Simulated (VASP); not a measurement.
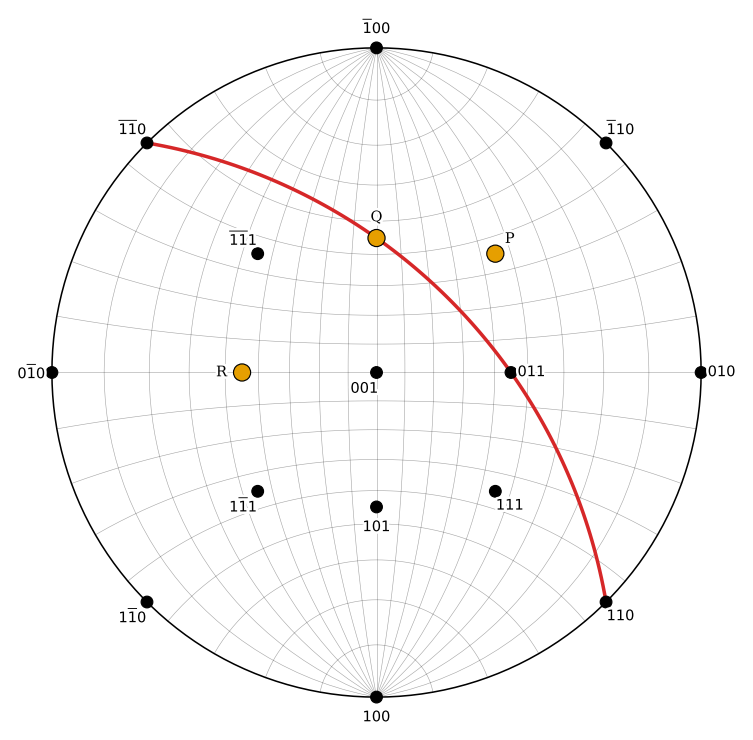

For Al, coordinates from a relaxation with VASP 6.6.1, VASP Kohn-Sham DFT of a periodic cell, r2SCAN, VASP PAW PBE potentials, recommended: stereographic projection of plane normals (upper hemisphere) centred on (0 0 1). Symmetry computed with spglib at a tolerance of 0.002 Å; standard conventional cell.

a = 3.194 Å, b = 3.194 Å, c = 3.194 Å, α = 90.00°, β = 90.00°, γ = 90.00°.

Index the poles marked P, Q, R.

Answer. P is (−1 1 1), 54.7° from the centre; Q is (−1 0 1), 45.0° from the centre; R is (0 −1 1), 45.0° from the centre.

Which zone does the coloured great circle trace?

Answer. The zone [1 −1 1]: its poles satisfy h − k + l = 0.

What is the angle between the normals of (0 −1 1) and (−1 1 1), and what are their d_hkl = 1/|g|?

Answer. 90.0°; d = 2.259 Å and 1.844 Å.
